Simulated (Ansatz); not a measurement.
# Cu$_{27}$O$_{2}$ (slab): what the fields show

Input

```
crystal:
  lattice:
    - [7.668573042, 0.0, 0.0]
    - [3.834286521, 6.6411790651, 0.0]
    - [0.0, 0.0, 21.1742424462]
  atoms:
    - { symbol: Cu, position: [0.1111111111, 0.1111111111, 0.4014311266] }
    - { symbol: Cu, position: [0.4444444444, 0.1111111111, 0.4014311266] }
    - { symbol: Cu, position: [0.7777777778, 0.1111111111, 0.4014311266] }
    - { symbol: Cu, position: [0.1111111111, 0.4444444444, 0.4014311266] }
    - { symbol: Cu, position: [0.4444444444, 0.4444444444, 0.4014311266] }
    - { symbol: Cu, position: [0.7777777778, 0.4444444444, 0.4014311266] }
    - { symbol: Cu, position: [0.1111111111, 0.7777777778, 0.4014311266] }
    - { symbol: Cu, position: [0.4444444444, 0.7777777778, 0.4014311266] }
    - { symbol: Cu, position: [0.7777777778, 0.7777777778, 0.4014311266] }
    - { symbol: Cu, position: [-0.1111111111, 0.2222222222, 0.5] }
    - { symbol: Cu, position: [0.2222222222, 0.2222222222, 0.5] }
    - { symbol: Cu, position: [0.5555555556, 0.2222222222, 0.5] }
    - { symbol: Cu, position: [-0.1111111111, 0.5555555556, 0.5] }
    - { symbol: Cu, position: [0.2222222222, 0.5555555556, 0.5] }
    - { symbol: Cu, position: [0.5555555556, 0.5555555556, 0.5] }
    - { symbol: Cu, position: [-0.1111111111, 0.8888888889, 0.5] }
    - { symbol: Cu, position: [0.2222222222, 0.8888888889, 0.5] }
    - { symbol: Cu, position: [0.5555555556, 0.8888888889, 0.5] }
    - { symbol: Cu, position: [0.0, 0.0, 0.5985688734] }
    - { symbol: Cu, position: [0.3333333333, 0.0, 0.5985688734] }
    - { symbol: Cu, position: [0.6666666667, 0.0, 0.5985688734] }
    - { symbol: Cu, position: [0.0, 0.3333333333, 0.5985688734] }
    - { symbol: Cu, position: [0.3333333333, 0.3333333333, 0.5985688734] }
    - { symbol: Cu, position: [0.6666666667, 0.3333333333, 0.5985688734] }
    - { symbol: Cu, position: [0.0, 0.6666666667, 0.5985688734] }
    - { symbol: Cu, position: [0.3333333333, 0.6666666667, 0.5985688734] }
    - { symbol: Cu, position: [0.6666666667, 0.6666666667, 0.5985688734] }
    - { symbol: O, position: [0.4113263972, 0.3333333333, 0.6859391774], spin: 0.5 }
    - { symbol: O, position: [0.5886736028, 0.3333333333, 0.6859391774], spin: 0.5 }
magnetization:
  spin_polarized: true
scf:
  occupations: { method: gaussian, width: 0.1 }
output:
  forces: true
  populations: true
  write_density: true
  write_potential: true
  elf: true
  volumetric_format: npy
hamiltonian:
  xc: pbe
kpoints:
  mp_grid: { grid: [3, 3, 1] }
efield:
  axis: 3
  dipole_correction: true
relax:
  f_tol: 0.02
  max_steps: 80
  constraints: [{ sites: [0, 1, 2, 3, 4, 5, 6, 7, 8] }]
```

Launched as:

```sh
ansatz run input.yaml --threads 8 --pin off --max-ram 24576MiB --backend cpu --events-out ev --progress --plain --runs-dir out
```

The fields are those of the relaxed geometry.

The program warned that a starting moment wasn't kept; spin-polarised, but the moments vanished.

Method: DFT PBE, scalar-relativistic, plane waves, PAW in Ansatz.

Core electrons are frozen (PAW), and the valence fields are smoothed inside the atomic spheres.

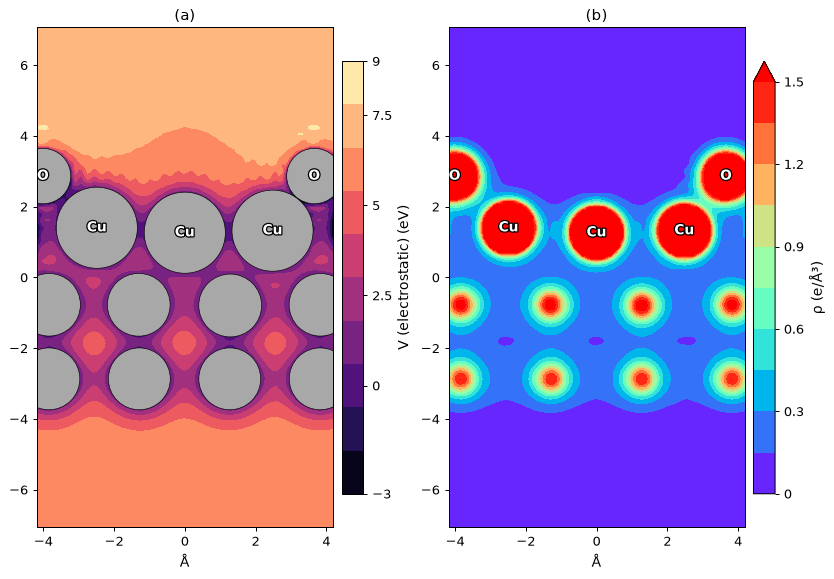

Figure 1. (a) electrostatic potential (local pseudopotential plus Hartree) felt by an electron; (b) valence charge density (pseudo) on the (100) plane of the calculation cell, a cut from vacuum to vacuum. Grey discs cover the atomic cores in the potential map.

**What do the fields say about this system?**

The section cuts through Cu and O sites. Atoms just off the plane (Cu, 0.7 Å away) can leave unmarked features too. Cu–O (1.94 Å): ρ is about 0.67 e/Å³ halfway. Cu–O (2.11 Å): ρ at the midpoint is about 0.43 e/Å³. The density dies away to nearly zero in the vacuum.

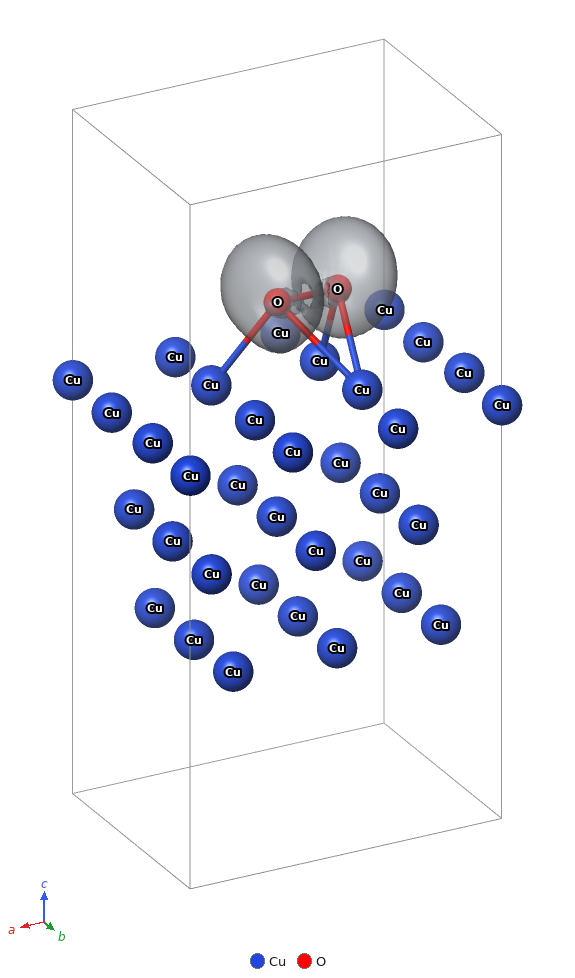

Figure 2. Isosurface of the ELF at 0.6 (grey), seen at an oblique angle. Core shells and regions of very low density are left out. Sticks mark near contacts.

**What do the ELF domains correspond to?**

The surface consists of one region between bonded O–O atoms, counted in one cell of 29 atoms. Counts are for one cell; the picture repeats the cell along the surface.


O–O (1.48 Å): the ELF peaks at about 0.70 between the atoms. Cu–O (1.94 Å): the ELF peaks at about 0.85 in the valence shell of O, 0.6 Å from its nucleus, and is about 0.20 at the midpoint; no localised pair shows between them.

**Metal or insulator at this level of theory?**

It is gapless in this calculation (a metal or semimetal).
